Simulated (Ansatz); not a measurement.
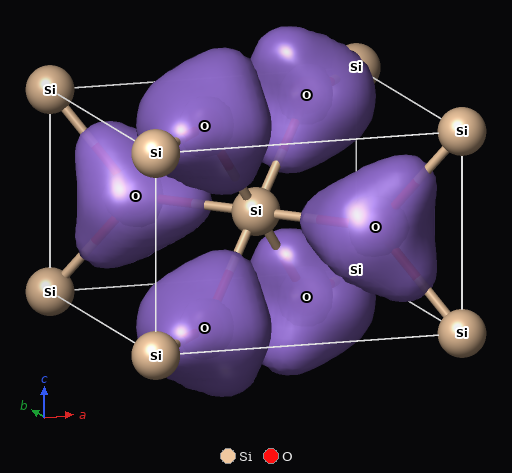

Figure 1: SiO$_{2}$. Isosurface of the electron localisation function at 0.7 (purple), seen slightly off an axis. Only the valence region is drawn (cores and ρ < 0.01 e/Å³ removed). Sticks mark near contacts.

Space group Pnnm; a structure from a database of computed crystals, not necessarily the ambient phase; not relaxed (largest force 0.7 eV/Å); computed pressure about −3 GPa in this cell.

Theory: DFT r2SCAN, scalar-relativistic, plane waves, PAW (Ansatz).

The calculation's input:

```
crystal:
  lattice:
    - [4.1854060762, 0.0, 0.0]
    - [0.0, 4.1854060762, 0.0]
    - [0.0, 0.0, 2.6687449733]
  atoms:
    - { symbol: Si, position: [0.5, 0.5, 0.5] }
    - { symbol: Si, position: [0.0, 0.0, 0.0] }
    - { symbol: O, position: [0.7234507165, 0.6643196863, 0.0] }
    - { symbol: O, position: [0.2234507165, 0.8356803137, 0.5] }
    - { symbol: O, position: [0.2765492835, 0.3356803137, 0.0] }
    - { symbol: O, position: [0.7765492835, 0.1643196863, 0.5] }
basis:
  ecutwfc: 500
kpoints:
  mp_grid: { grid: [6, 6, 8] }
hamiltonian:
  xc: r2scan
scf:
  occupations: { method: gaussian, width: 0.05 }
output:
  forces: true
  stress: true
  eigenvalues: true
  write_density: true
  write_potential: true
  elf: true
  volumetric_format: npy
```

Launched as:

```sh
ansatz run input.yaml --threads 2 --pin off --max-ram 5120MiB --backend cpu --events-out ev --progress --plain --runs-dir out
```

Below, planes, directions and counts refer to the conventional cell (a = 4.19 Å, b = 4.19 Å, c = 2.67 Å, α = 90.00°, β = 90.00°, γ = 90.00°).

### Where are the electrons localised?

The ELF exceeds this value in four regions on O in which the atom's valence shell and bonds are merged, counted in one cell of 6 atoms. Regions shared between cells count once.

Values along the shortest contacts:
Si–O (1.77 Å): the ELF peaks at about 0.85 between the atoms. Si–O (1.82 Å): the ELF peaks at about 0.85 between the atoms.
